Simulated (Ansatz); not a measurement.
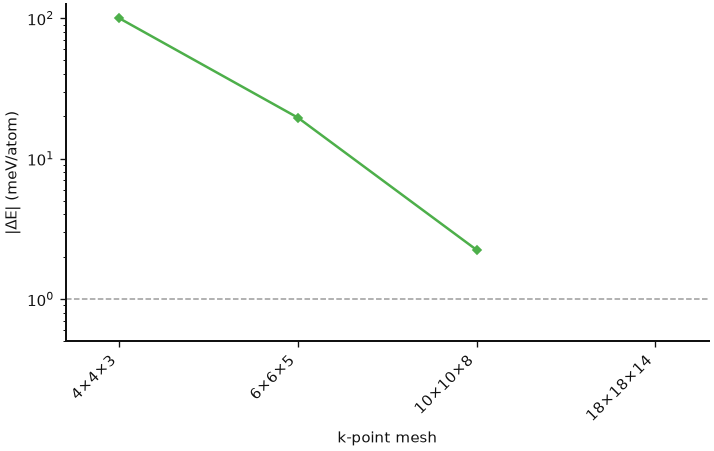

One cell, run at 4 values of the k-point mesh.
System: CuAu (P4/mmm, 2 atoms in the cell).
Method: DFT, PBE, all-electron LAPW, scalar-relativistic (Ansatz 0.2.0); cutoff 315.97 eV, Fermi–Dirac smearing of 0.05 eV.
ΔE is the free energy less its value at the densest setting, 18×18×14.
Dashed lines or grey bands mark the tolerance: 1 meV/atom.

What is enough for the free energy to 1 meV/atom?

The free energy at the last setting but one, 10×10×8, is still more than 1 meV/atom from the densest setting's value, so the scan doesn't show it converged. It is off by 100 meV/atom at 4×4×3, 20 meV/atom at 6×6×5 and 2.2 meV/atom at 10×10×8 (always above it).
